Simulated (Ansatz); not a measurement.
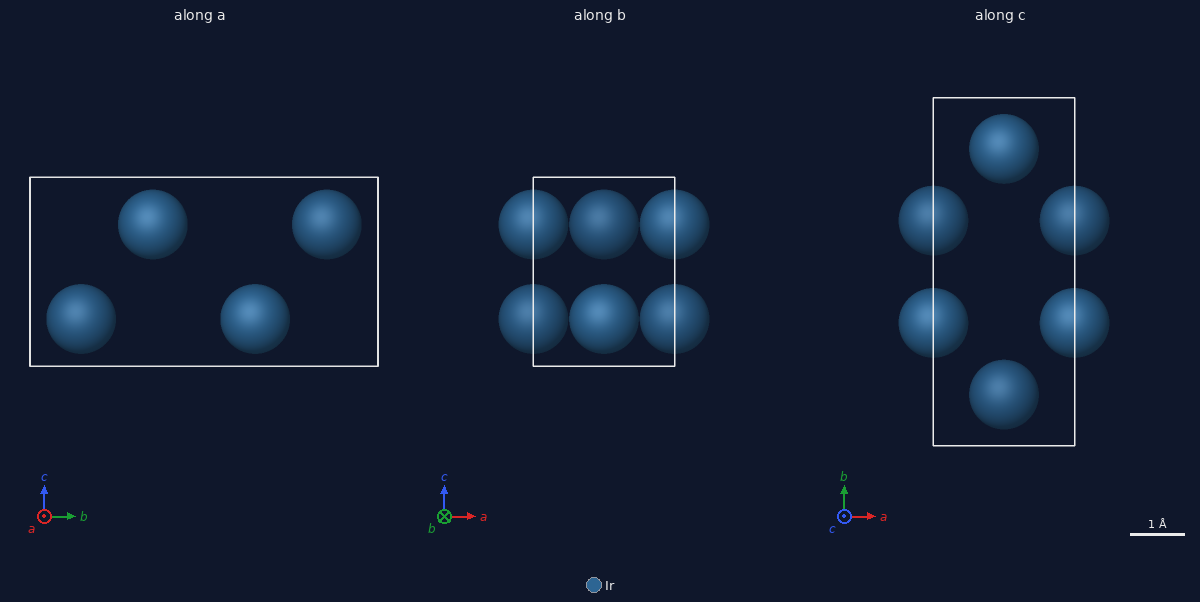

This spheres-only model is shown along the a axis, along the b axis and along the c axis. Atoms at the boundary of the conventional unit cell (the box) are drawn once for each face, edge or corner they touch.

Lattice parameters: a = 2.6572 Å, b = 6.5524 Å, c = 3.5591 Å, α = 90.000°, β = 90.000°, γ = 90.000°.

Express the structure as a CIF in P1 with every atom of the cell, with free fractional coordinates to two decimals.

```cif
data_structure
_symmetry_space_group_name_H-M 'P 1'
_symmetry_Int_Tables_number 1
_cell_length_a 2.6572
_cell_length_b 6.5524
_cell_length_c 3.5591
_cell_angle_alpha 90.000
_cell_angle_beta 90.000
_cell_angle_gamma 90.000
_cell_volume 61.97
loop_
_atom_site_label
_atom_site_type_symbol
_atom_site_fract_x
_atom_site_fract_y
_atom_site_fract_z
_atom_site_occupancy
Ir1 Ir 0.50 0.15 0.25 1
Ir2 Ir 0.00 0.35 0.75 1
Ir3 Ir 0.00 0.65 0.25 1
Ir4 Ir 0.50 0.85 0.75 1
```

The structure comes from a structure type filled with this element by a generator (whether the element takes this form wasn't checked). This is the structure after a relaxation with Ansatz, DFT, r2SCAN, plane waves (500 eV) with PAW, scalar-relativistic.
